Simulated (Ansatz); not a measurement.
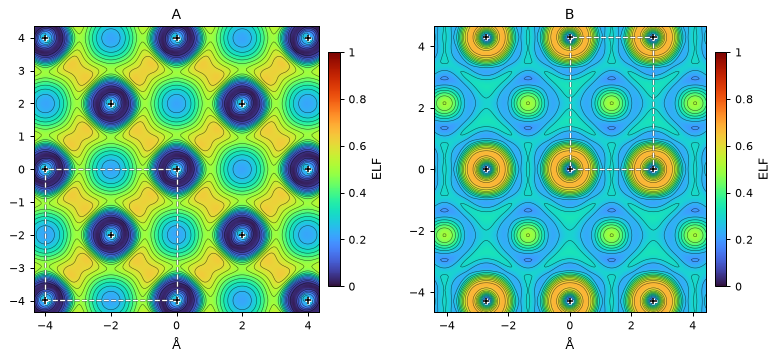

The ELF of 2 systems, each on a plane through atoms (crosses mark nuclei in the plane).

Level of theory: Ansatz 0.2.0, DFT PBE, scalar-relativistic, plane waves, PAW.

System 1: Ru, the (100) plane of the conventional cell. Space group P6₃/mmc; computed without spin polarisation.

```xyz
2
Lattice="2.7200 0.0000 0.0000 -1.3600 2.3556 0.0000 0.0000 0.0000 4.2968" Properties=species:S:1:pos:R:3 pbc="T T T"
Ru    0.0000    1.5704    1.0742
Ru    1.3600    0.7852    3.2226
```

System 2: Al, the (010) plane of the conventional cell. Space group Fm-3m; a structure from a database of computed crystals, not necessarily the ambient phase; computed pressure about 3 GPa in this cell; computed without spin polarisation.

```
Al
1.0
     3.99288    0.00000    0.00000
     0.00000    3.99288    0.00000
     0.00000    0.00000    3.99288
Al
4
Direct
  0.00000 0.00000 0.00000
  0.50000 0.50000 0.00000
  0.50000 0.00000 0.50000
  0.00000 0.50000 0.50000
```

> Which map belongs to which system?

Panel A is system 2, Al: the plane holds Al. Al–Al (2.82 Å): the ELF peaks at about 0.65 between the atoms. Panel B is system 1, Ru: the plane holds Ru. Ru–Ru (2.72 Å): the ELF is about 0.30 at the midpoint.
